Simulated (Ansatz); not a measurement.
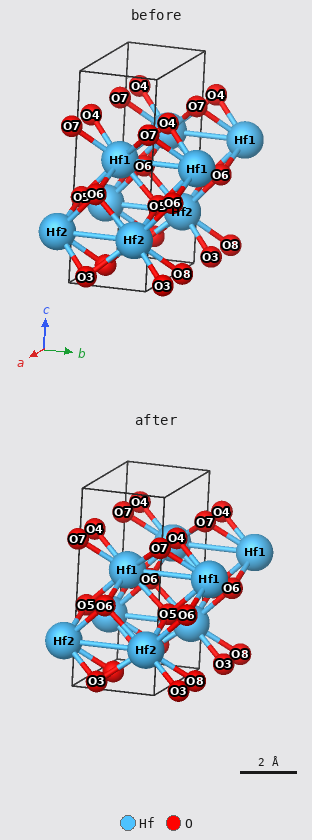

The structure of solid HfO3 (a generated structure, set up in P2_1/m) (coarse preliminary run) before (top) and after (bottom) a relaxation, at one scale.

The picture is a ball-and-stick view of the cell of the calculation, repeated 2 × 2 × 1 with one cell outlined, seen slightly off an axis.

Case: S → O on all its sites, cell and atoms relaxed.

All numbers below come from Ansatz, DFT r2SCAN, scalar-relativistic, plane waves, PAW.

Input
```yaml
crystal:
  lattice:
    - [4.3090735293, 0.0, 0.0028236012]
    - [0.0, 3.0238387433, 0.0]
    - [-1.0071206421, 0.0, 7.6648977387]
  atoms:
    - { symbol: Hf, position: [0.2850355743, 0.75, 0.6507879924] }
    - { symbol: Hf, position: [0.7149644257, 0.25, 0.3492120076] }
    - { symbol: O, position: [0.8770426052, 0.75, 0.1792160723] }
    - { symbol: O, position: [0.1229573948, 0.25, 0.8207839277] }
    - { symbol: O, position: [0.2379598265, 0.25, 0.4483650177] }
    - { symbol: O, position: [0.7620401735, 0.75, 0.5516349823] }
    - { symbol: O, position: [0.5268637665, 0.25, 0.8205531227] }
    - { symbol: O, position: [0.4731362335, 0.75, 0.1794468773] }
basis:
  ecutwfc: 500
kpoints:
  mp_grid: { grid: [6, 6, 4] }
hamiltonian:
  xc: r2scan
scf:
  occupations: { method: gaussian, width: 0.1 }
output:
  forces: true
  stress: true
  eigenvalues: true
relax:
  adjacent_minimum: "off"
  f_tol: 0.05
  max_steps: 60
  cell: { stress_tol: 0.5 }
```

Run as
```bash
ansatz run input.yaml --threads 2 --pin off --max-ram 5120MiB --backend cpu --events-out ev --progress --plain --runs-dir out
```

What changed between the two?

Answer. The energy falls by 221 meV per atom in 4 accepted moves (5 points after the start). The largest force component goes from 3.5 to 0.033 eV/Å. Pressure: −11.80 GPa at the start and 0.05 GPa at the end. The SCF was repeated once at an unchanged geometry on a basis and grid sized afresh for the cell, which shifted the energy by 0.8 meV per atom at most. The largest moves relative to the cell, 0.081 Å, are those of Hf1 and Hf2. Hf1 goes along [1 0 3]. By element the largest moves are Hf 0.081 Å, O 0.075 Å. The drawn cell changes as follows: a 4.309 → 4.026 Å (−6.6 %), b 3.024 → 3.230 Å (+6.8 %), c 7.731 → 7.215 Å (−6.7 %); the volume changes by −6.9 %. Near-neighbour distances that change, for instance: O3–O8 1.741 → 1.492 Å, Hf1–Hf1 3.024 → 3.230 Å, Hf1–O6 2.284 → 2.179 Å, Hf1–O4 2.177 → 2.126 Å. Among the angles between lasting bonds that change: Hf1–O4–Hf1 88.0° → 98.9°, Hf1–O5–Hf1 88.5° → 94.8°, Hf2–O5–Hf2 141.1° → 135.0°. The space group stays P2_1/m (No. 11).

Limits of the set-up: layers or molecules are held without a dispersion correction, so their spacing is unreliable.
